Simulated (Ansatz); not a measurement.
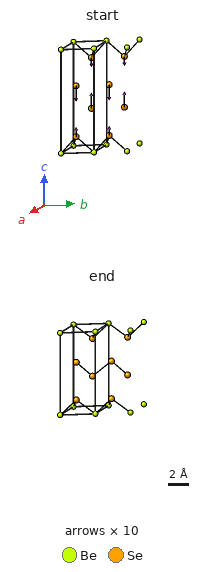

The structure of crystalline BeSe4 (a generated structure, set up in P-3m1) (coarse preliminary run) before (top) and after (bottom) a relaxation, at one scale. The purple arrows give the displacements (the part carried along by the change of the cell is left out), 10 times their true length.

Style: ball-and-stick. Shown: the cell of the calculation, repeated 1 × 2 × 1 with one cell outlined, slightly off an axis.

Computed with Ansatz 0.2.0, DFT PBE, scalar-relativistic, plane waves, PAW. (plane-wave cutoff 420 eV; k-point mesh 6 × 6 × 2; occupations gaussian; smearing width 0.1 eV; no spin polarisation; cell and atoms relaxed; force threshold 0.04 eV/Å; at most 70 steps)

### Summarise the run.

The largest moves relative to the cell, 0.17 Å, are those of Se atoms. Be stays in place. Cell: a = b 3.382 → 3.596 Å (+6.3 %), c 10.874 → 8.600 Å (−20.9 %). Volume −10.6 %. Near-neighbour distances that change, for instance: Se–Se 3.315 → 2.739 Å, Be–Se 2.437 → 2.426 Å. New bonds form, among them: Se–Se (3.32 → 2.74 Å). Bond angles that change, for instance: Be–Se–Be 87.9° → 95.7°, Se–Be–Se 87.9° → 95.7°, Se–Be–Se 92.1° → 84.3°. The space group stays P-3m1 (No. 164). After 9 accepted moves (11 points after the start) the energy has fallen by 1.533 eV per cell of the calculation. Largest force component: 0.61 eV/Å at the start, 0.017 eV/Å at the end. Pressure: −6.43 GPa at the start and 0.01 GPa at the end. The line search rejected the trial step at point 3 of the run. The SCF was repeated once at an unchanged geometry on a basis and grid sized afresh for the cell, which shifted the energy by 0.4 meV per cell of the calculation at most. The run took 78 s on 1 thread of Arm Neoverse N1 (shared host), peak memory 0.38 GiB.

Limits of the set-up: layers or molecules are held without a dispersion correction, so their spacing is unreliable.
